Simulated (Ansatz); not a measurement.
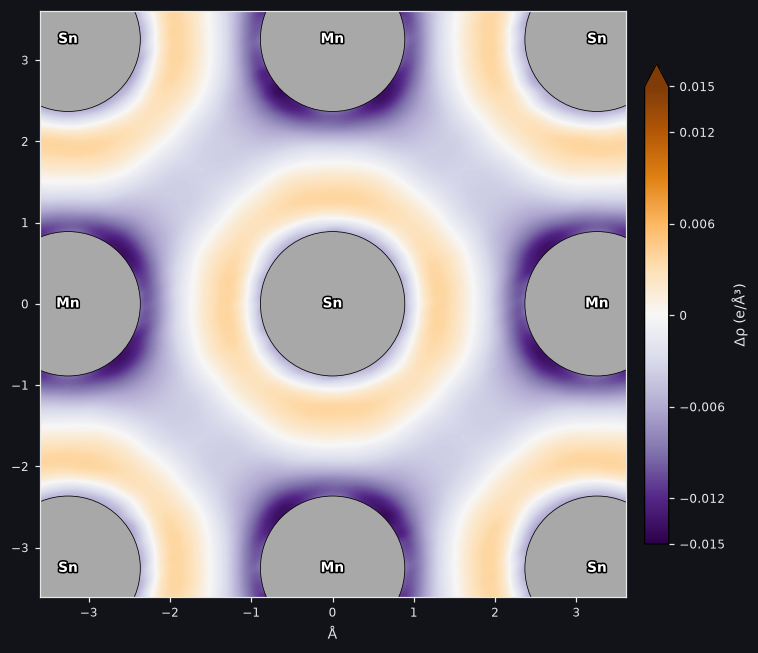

MnSn3. Difference of the valence pseudo-densities of two functionals at the same geometry, on the (100) plane of the calculation cell: one of PBE and r2SCAN less the other.

Both computed with Ansatz (plane waves, PAW), on the same k-point mesh. Grey discs cover the atomic cores.

```yaml
crystal:
  lattice:
    - [4.60277, 0.00000, 0.00000]
    - [0.00000, 4.60277, 4.60277]
    - [0.00000, 0.00000, 9.20554]
  atoms:
    - { symbol: Sn, position: [0.00000, 0.50000, 0.00000] }
    - { symbol: Sn, position: [0.50000, 0.00000, 0.25000] }
    - { symbol: Sn, position: [0.50000, 0.50000, 0.75000] }
    - { symbol: Mn, position: [0.00000, 0.00000, 0.00000] }
    - { symbol: Sn, position: [0.00000, 0.50000, 0.50000] }
    - { symbol: Sn, position: [0.50000, 0.00000, 0.75000] }
    - { symbol: Sn, position: [0.50000, 0.50000, 0.25000] }
    - { symbol: Mn, position: [0.00000, 0.00000, 0.50000] }
```

Question: Which was subtracted from which, and what does the map show?

Answer: It is r2SCAN less PBE. Against PBE, r2SCAN gives less density around Mn (−0.011 e/Å³ on average at 1.0 Å from the nucleus).
